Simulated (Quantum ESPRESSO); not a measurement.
**Fields calculation of Ga6As (part 1 of 2)**

- system: Ga6As (P6/mmm, 7 atoms in the cell)
- method: Kohn-Sham DFT of a periodic cell, PBEsol with D3(BJ), PseudoDojo 0.4.1 SR LDA standard, no spin polarisation (Quantum ESPRESSO 7.5)

The structure was made by swapping elements on the sites of another compound; it need not be a known phase.

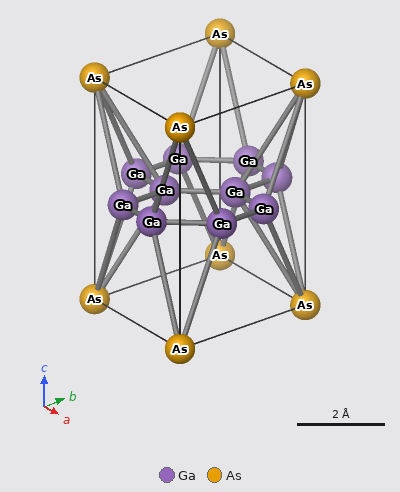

*The structure (ball-and-stick view of the cell of the calculation, seen slightly off an axis). An atom can appear more than once, as a periodic image.*

**Input file**
```
&CONTROL
  calculation = 'scf'
  prefix = 'pwscf'
  outdir = './tmp'
  pseudo_dir = './pseudo'
  tprnfor = .true.
  tstress = .true.
  disk_io = 'low'
/
&SYSTEM
  ibrav = 0
  nat = 7
  ntyp = 2
  ecutwfc = 80
  nbnd = 60
  input_dft = 'pbesol'
  occupations = 'smearing'
  smearing = 'fd'
  degauss = 0.00734986
  vdw_corr = 'grimme-d3'
  dftd3_version = 4
/
&ELECTRONS
  conv_thr = 1.4d-09
  electron_maxstep = 120
  mixing_beta = 0.5
/
ATOMIC_SPECIES
Ga    69.7230 Ga.upf
As    74.9216 As.upf
CELL_PARAMETERS angstrom
   4.8887757000    0.0000000000    0.0000000000
  -2.4443878500    4.2338039500    0.0000000000
   0.0000000000    0.0000000000    5.2866125900
ATOMIC_POSITIONS crystal
Ga     0.3328968300    0.0000000000    0.5000000000
Ga     0.6671031700    0.0000000000    0.5000000000
Ga     0.0000000000    0.3328968300    0.5000000000
Ga     0.0000000000    0.6671031700    0.5000000000
Ga     0.6671031700    0.6671031700    0.5000000000
Ga     0.3328968300    0.3328968300    0.5000000000
As     0.0000000000    0.0000000000    0.0000000000
K_POINTS automatic
6 6 5 0 0 0
```

**File pp_density.in**
```
&INPUTPP
  prefix = 'pwscf'
  outdir = './tmp'
  filplot = 'density.dat'
  plot_num = 0
/
&PLOT
  nfile = 1
  filepp(1) = 'density.dat'
  iflag = 3
  output_format = 6
  fileout = 'density.cube'
/
```

**File pp_potential.in**
```
&INPUTPP
  prefix = 'pwscf'
  outdir = './tmp'
  filplot = 'potential.dat'
  plot_num = 11
/
&PLOT
  nfile = 1
  filepp(1) = 'potential.dat'
  iflag = 3
  output_format = 6
  fileout = 'potential.cube'
/
```

**File pp_elf.in**
```
&INPUTPP
  prefix = 'pwscf'
  outdir = './tmp'
  filplot = 'elf.dat'
  plot_num = 8
/
&PLOT
  nfile = 1
  filepp(1) = 'elf.dat'
  iflag = 3
  output_format = 6
  fileout = 'elf.cube'
/
```

**File pp_potential_ks.in**
```
&INPUTPP
  prefix = 'pwscf'
  outdir = './tmp'
  filplot = 'potential_ks.dat'
  plot_num = 1
/
&PLOT
  nfile = 1
  filepp(1) = 'potential_ks.dat'
  iflag = 3
  output_format = 6
  fileout = 'potential_ks.cube'
/
```

Command:
```bash
OMP_NUM_THREADS=1 pw.x -in pw.in > pw.out
OMP_NUM_THREADS=1 pp.x -in pp_density.in > pp_density.out
OMP_NUM_THREADS=1 pp.x -in pp_potential.in > pp_potential.out
OMP_NUM_THREADS=1 pp.x -in pp_elf.in > pp_elf.out
OMP_NUM_THREADS=1 pp.x -in pp_potential_ks.in > pp_potential_ks.out
```

**The program's output**
```
This program is part of the open-source Quantum ESPRESSO suite
     for quantum simulation of materials; please cite
         "P. Giannozzi et al., J. Phys.:Condens. Matter 21 395502 (2009);
         "P. Giannozzi et al., J. Phys.:Condens. Matter 29 465901 (2017);
         "P. Giannozzi et al., J. Chem. Phys. 152 154105 (2020);
          URL
     in publications or presentations arising from this work. More details at

     IMPORTANT: XC functional enforced from input :
     Exchange-correlation= PBESOL
                           (   1   4  10   8   0   0   0)
     Any further DFT definition will be discarded
     Please, verify this is what you really want

     Message from routine setup:
     using ibrav=0 with symmetry is DISCOURAGED, use correct ibrav instead

     G-vector sticks info
     --------------------
     sticks:   dense  smooth     PW     G-vecs:    dense   smooth      PW
     Sum        1891    1891    517                71475    71475   10627

     Using Slab Decomposition

     bravais-lattice index     =            0
     lattice parameter (alat)  =       9.2384  a.u.
     unit-cell volume          =     738.4225 (a.u.)^3
     number of atoms/cell      =            7
     number of atomic types    =            2
     number of electrons       =        93.00
     number of Kohn-Sham states=           60
     kinetic-energy cutoff     =      80.0000  Ry
     charge density cutoff     =     320.0000  Ry
     scf convergence threshold =      1.4E-09
     mixing beta               =       0.5000
     number of iterations used =            8  plain     mixing
     Exchange-correlation= PBESOL
                           (   1   4  10   8   0   0   0)

     celldm(1)=   9.238447  celldm(2)=   0.000000  celldm(3)=   0.000000
     celldm(4)=   0.000000  celldm(5)=   0.000000  celldm(6)=   0.000000

     crystal axes: (cart. coord. in units of alat)
               a(1) = (   1.000000   0.000000   0.000000 )
               a(2) = (  -0.500000   0.866025   0.000000 )
               a(3) = (   0.000000   0.000000   1.081378 )

     reciprocal axes: (cart. coord. in units 2 pi/alat)
               b(1) = (  1.000000  0.577350 -0.000000 )
               b(2) = (  0.000000  1.154701  0.000000 )
               b(3) = (  0.000000 -0.000000  0.924746 )

     PseudoPot. # 1 for Ga read from file:
     Ga.upf
     Pseudo is Norm-conserving + core correction, Zval = 13.0
     Generated using ONCVPSP code by D. R. Hamann
     Using radial grid of 1858 points,  6 beta functions with:
                l(1) =   0
                l(2) =   0
                l(3) =   1
                l(4) =   1
                l(5) =   2
                l(6) =   2

     PseudoPot. # 2 for As read from file:
     As.upf
     Pseudo is Norm-conserving + core correction, Zval = 15.0
     Generated using ONCVPSP code by D. R. Hamann
     Using radial grid of 1326 points,  6 beta functions with:
                l(1) =   0
                l(2) =   0
                l(3) =   1
                l(4) =   1
                l(5) =   2
                l(6) =   2

     atomic species   valence    mass     pseudopotential
     Ga               13.00    69.72300     Ga( 1.00)
     As               15.00    74.92160     As( 1.00)

     24 Sym. Ops., with inversion, found

   Cartesian axes

     site n.     atom                  positions (alat units)
         1        Ga     tau(   1) = (   0.3328968   0.0000000   0.5406888  )
         2        Ga     tau(   2) = (   0.6671032   0.0000000   0.5406888  )
         3        Ga     tau(   3) = (  -0.1664484   0.2882971   0.5406888  )
         4        Ga     tau(   4) = (  -0.3335516   0.5777283   0.5406888  )
         5        Ga     tau(   5) = (   0.3335516   0.5777283   0.5406888  )
         6        Ga     tau(   6) = (   0.1664484   0.2882971   0.5406888  )
         7        As     tau(   7) = (   0.0000000   0.0000000   0.0000000  )

     --------------------------------------------
     DFT-D3 Dispersion Correction (3-body terms):
     --------------------------------------------
       Reference C6 values for interpolation:

         atom   Coordination number   C6
         Ga         0.000           967.50
         Ga         0.960           843.30
         Ga         1.931           515.75
         Ga         2.923           344.63
         As         0.000           525.90
         As         0.989           508.38
         As         1.979           482.50
         As         2.971           448.57

       Values used:

         atom   Coordination number  R0_AB[au]  C6      C8
         Ga         8.846            3.740    344.63  38742.74
         Ga         8.846            3.740    344.63  38742.74
         Ga         8.846            3.740    344.63  38742.74
         Ga         8.846            3.740    344.63  38742.74
         Ga         8.846            3.740    344.63  38742.74
         Ga         8.846            3.740    344.63  38742.74
         As         5.030            3.461    448.57  34550.01

         Molecular C6 ( Ry / a.u.^6 ) =     17571.70

     number of k points=    21  Fermi-Dirac smearing, width (Ry)=  0.0073
                       cart. coord. in units 2pi/alat
        k(    1) = (   0.0000000   0.0000000   0.0000000), wk =   0.0111111
        k(    2) = (   0.0000000   0.0000000   0.1849493), wk =   0.0222222
        k(    3) = (   0.0000000   0.0000000   0.3698985), wk =   0.0222222
        k(    4) = (   0.0000000   0.1924501   0.0000000), wk =   0.0666667
        k(    5) = (   0.0000000   0.1924501   0.1849493), wk =   0.1333333
        k(    6) = (   0.0000000   0.1924501   0.3698985), wk =   0.1333333
        k(    7) = (   0.0000000   0.3849002   0.0000000), wk =   0.0666667
        k(    8) = (   0.0000000   0.3849002   0.1849493), wk =   0.1333333
        k(    9) = (   0.0000000   0.3849002   0.3698985), wk =   0.1333333
        k(   10) = (   0.0000000  -0.5773503   0.0000000), wk =   0.0333333
        k(   11) = (   0.0000000  -0.5773503   0.1849493), wk =   0.0666667
        k(   12) = (   0.0000000  -0.5773503   0.3698985), wk =   0.0666667
        k(   13) = (   0.1666667   0.2886751   0.0000000), wk =   0.0666667
        k(   14) = (   0.1666667   0.2886751   0.1849493), wk =   0.1333333
        k(   15) = (   0.1666667   0.2886751   0.3698985), wk =   0.1333333
        k(   16) = (   0.1666667   0.4811252   0.0000000), wk =   0.1333333
        k(   17) = (   0.1666667   0.4811252   0.1849493), wk =   0.2666667
        k(   18) = (   0.1666667   0.4811252   0.3698985), wk =   0.2666667
        k(   19) = (   0.3333333   0.5773503   0.0000000), wk =   0.0222222
        k(   20) = (   0.3333333   0.5773503   0.1849493), wk =   0.0444444
        k(   21) = (   0.3333333   0.5773503   0.3698985), wk =   0.0444444

     Dense  grid:    71475 G-vectors     FFT dimensions: (  54,  54,  60)

     Initial potential from superposition of free atoms

     starting charge      92.9874, renormalised to      93.0000
     Starting wfcs are   63 randomized atomic wfcs

     Self-consistent Calculation

     iteration #  1     ecut=    80.00 Ry     beta= 0.50
     Davidson diagonalization with overlap
     ethr =  1.00E-02,  avg # of iterations =  8.4

     total energy              =   -1124.30921806 Ry
     estimated scf accuracy    <       1.18790694 Ry

     iteration #  2     ecut=    80.00 Ry     beta= 0.50
     Davidson diagonalization with overlap
     ethr =  1.28E-03,  avg # of iterations =  4.9

     total energy              =   -1124.54441100 Ry
     estimated scf accuracy    <       2.39302771 Ry

     iteration #  3     ecut=    80.00 Ry     beta= 0.50
     Davidson diagonalization with overlap
     ethr =  1.28E-03,  avg # of iterations =  2.0

     total energy              =   -1124.83148746 Ry
     estimated scf accuracy    <       0.01203778 Ry

     iteration #  4     ecut=    80.00 Ry     beta= 0.50
     Davidson diagonalization with overlap
     ethr =  1.29E-05,  avg # of iterations =  9.1

     total energy              =   -1124.83417389 Ry
     estimated scf accuracy    <       0.00270750 Ry

     iteration #  5     ecut=    80.00 Ry     beta= 0.50
     Davidson diagonalization with overlap
     ethr =  2.91E-06,  avg # of iterations =  2.6

     total energy              =   -1124.83455389 Ry
     estimated scf accuracy    <       0.00027803 Ry

     iteration #  6     ecut=    80.00 Ry     beta= 0.50
     Davidson diagonalization with overlap
     ethr =  2.99E-07,  avg # of iterations =  2.0

     total energy              =   -1124.83457829 Ry
     estimated scf accuracy    <       0.00006049 Ry

     iteration #  7     ecut=    80.00 Ry     beta= 0.50
     Davidson diagonalization with overlap
     ethr =  6.50E-08,  avg # of iterations =  2.0

     total energy              =   -1124.83458678 Ry
     estimated scf accuracy    <       0.00002193 Ry

     iteration #  8     ecut=    80.00 Ry     beta= 0.50
     Davidson diagonalization with overlap
     ethr =  2.36E-08,  avg # of iterations =  2.0

     total energy              =   -1124.83459092 Ry
     estimated scf accuracy    <       0.00000606 Ry

     iteration #  9     ecut=    80.00 Ry     beta= 0.50
     Davidson diagonalization with overlap
     ethr =  6.52E-09,  avg # of iterations =  1.9

     total energy              =   -1124.83459191 Ry
     estimated scf accuracy    <       0.00000024 Ry

     iteration # 10     ecut=    80.00 Ry     beta= 0.50
     Davidson diagonalization with overlap
     ethr =  2.53E-10,  avg # of iterations =  2.3

     total energy              =   -1124.83459195 Ry
     estimated scf accuracy    <          2.7E-09 Ry

     iteration # 11     ecut=    80.00 Ry     beta= 0.50
     Davidson diagonalization with overlap
     ethr =  2.93E-12,  avg # of iterations =  4.4

     total energy              =   -1124.83459195 Ry
     estimated scf accuracy    <          1.4E-09 Ry

     iteration # 12     ecut=    80.00 Ry     beta= 0.50
     Davidson diagonalization with overlap
     ethr =  1.52E-12,  avg # of iterations =  2.0

     End of self-consistent calculation

          k = 0.0000 0.0000 0.0000 (  8975 PWs)   bands (ev):

   -22.8819 -22.8371 -22.8371 -22.7228 -22.7228  -9.8717  -9.8714  -8.0595
    -7.6877  -7.6877  -7.6668  -7.6668  -7.3296  -7.3196  -7.1762  -7.1762
    -6.6276  -6.6276  -6.2665  -6.2665  -5.5638  -5.5638  -5.5306  -5.5306
    -4.2595  -4.2595  -4.2481  -4.2481  -4.0000  -4.0000  -3.4946  -3.4447
    -3.4363  -2.6010  -2.5952  -1.6527   3.5542   6.3328   6.3328   6.4355
     6.6502   6.6502   6.7444   6.9019  13.5841  13.5841  14.1655  15.1275
    15.1275  15.8872  15.8872  16.8500  19.6105  20.6100  20.6100  21.1866
    21.1866  22.1823  22.4454  24.6018

          k = 0.0000 0.0000 0.1849 (  8909 PWs)   bands (ev):

   -22.8819 -22.8371 -22.8371 -22.7228 -22.7228  -9.8717  -9.8714  -8.0595
    -7.6877  -7.6877  -7.6668  -7.6668  -7.3297  -7.3203  -7.1761  -7.1761
    -6.6276  -6.6276  -6.2665  -6.2665  -5.5642  -5.5642  -5.5306  -5.5306
    -4.2590  -4.2590  -4.2479  -4.2479  -4.0001  -4.0001  -3.4946  -3.4447
    -3.4363  -2.6010  -2.5952  -1.5838   3.1359   6.2585   6.3888   6.3888
     6.6635   6.6635   6.7509   7.7391  12.6759  12.6759  13.7586  15.6055
    15.6055  16.4452  16.4452  17.5707  19.1105  20.5341  20.9777  20.9777
    21.6379  21.6379  23.2541  24.6099

          k = 0.0000 0.0000 0.3699 (  8938 PWs)   bands (ev):

   -22.8818 -22.8371 -22.8371 -22.7228 -22.7228  -9.8717  -9.8714  -8.0595
    -7.6877  -7.6877  -7.6668  -7.6668  -7.3298  -7.3214  -7.1761  -7.1761
    -6.6276  -6.6276  -6.2665  -6.2665  -5.5649  -5.5649  -5.5308  -5.5308
    -4.2582  -4.2582  -4.2476  -4.2476  -4.0001  -4.0001  -3.4945  -3.4447
    -3.4363  -2.6010  -2.5952  -1.4609   2.5820   6.2386   6.4860   6.4860
     6.6854   6.6854   6.7615   8.7408  11.8859  11.8859  13.5030  15.2336
    15.2336  17.1501  18.2029  18.2029  18.5927  20.8134  21.0639  21.0639
    23.3909  23.3909  23.6696  23.9530

          k = 0.0000 0.1925 0.0000 (  8939 PWs)   bands (ev):

   -22.8819 -22.8371 -22.8371 -22.7228 -22.7228  -9.7621  -9.7575  -8.0226
    -8.0057  -7.9140  -7.5356  -7.4776  -7.4738  -7.4063  -7.2784  -7.2665
    -6.6689  -6.6078  -5.9344  -5.9209  -5.8999  -5.8408  -5.1882  -5.1781
    -4.3244  -4.2918  -4.2160  -4.1972  -4.0782  -3.9597  -3.5128  -3.4798
    -3.4710  -2.7632  -2.7548  -1.4763   3.1496   4.4017   5.5176   5.6102
     6.7156   8.0424   8.4056   9.5072  12.7776  13.1589  13.5131  14.1489
    14.8583  17.0814  17.3276  17.5217  19.0295  19.4034  19.9014  20.6953
    21.2166  22.7050  23.7026  24.1814

          k = 0.0000 0.1925 0.1849 (  8903 PWs)   bands (ev):

   -22.8818 -22.8371 -22.8371 -22.7228 -22.7228  -9.7620  -9.7575  -8.0226
    -8.0057  -7.9140  -7.5356  -7.4776  -7.4738  -7.4063  -7.2785  -7.2672
    -6.6690  -6.6078  -5.9344  -5.9212  -5.9001  -5.8408  -5.1886  -5.1784
    -4.3240  -4.2916  -4.2158  -4.1969  -4.0786  -3.9597  -3.5128  -3.4798
    -3.4710  -2.7632  -2.7547  -1.4066   3.0022   4.1539   5.3402   5.5558
     7.5853   8.0751   8.4676   9.5222  11.8413  12.4110  13.9970  14.6970
    15.2882  16.7939  17.3575  18.1948  19.0526  19.4245  20.1458  20.7980
    21.1579  22.0636  24.2760  24.6803

          k = 0.0000 0.1925 0.3699 (  8906 PWs)   bands (ev):

   -22.8818 -22.8371 -22.8371 -22.7228 -22.7228  -9.7620  -9.7575  -8.0226
    -8.0057  -7.9140  -7.5356  -7.4776  -7.4738  -7.4063  -7.2786  -7.2682
    -6.6690  -6.6078  -5.9344  -5.9217  -5.9005  -5.8408  -5.1892  -5.1788
    -4.3232  -4.2913  -4.2153  -4.1963  -4.0792  -3.9598  -3.5127  -3.4798
    -3.4710  -2.7631  -2.7545  -1.2823   2.6573   3.9580   5.2552   5.6203
     8.1340   8.2948   8.7658   9.5467  11.5301  11.6099  13.6363  14.8324
    15.6420  17.2614  17.9156  18.3384  19.0654  19.3679  19.7636  21.1082
    22.6313  23.5090  23.8009  24.0409

          k = 0.0000 0.3849 0.0000 (  8907 PWs)   bands (ev):
```
